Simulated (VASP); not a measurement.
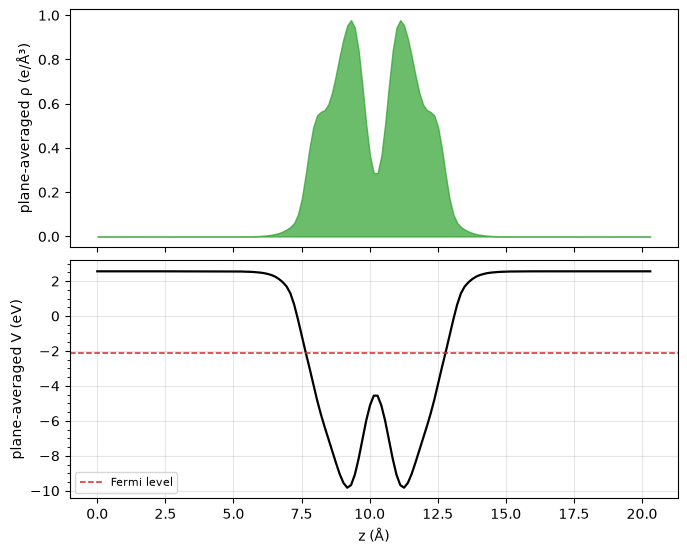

Figure 1: Ge (slab). Plane average of the electrostatic potential (local pseudopotential plus Hartree) felt by an electron and of the valence electron density across the slab.

Theory: Kohn-Sham DFT of a periodic cell, PBEsol, VASP PAW PBE potentials, recommended in VASP 6.6.1.

> How far above the Fermi level of the calculation is the vacuum level?

4.7 eV.

> What are the slab's thickness and the vacuum gap?

The outermost nuclei are 4.4 Å apart, in 6 atomic planes; the vacuum between periodic images is 16.1 Å wide.
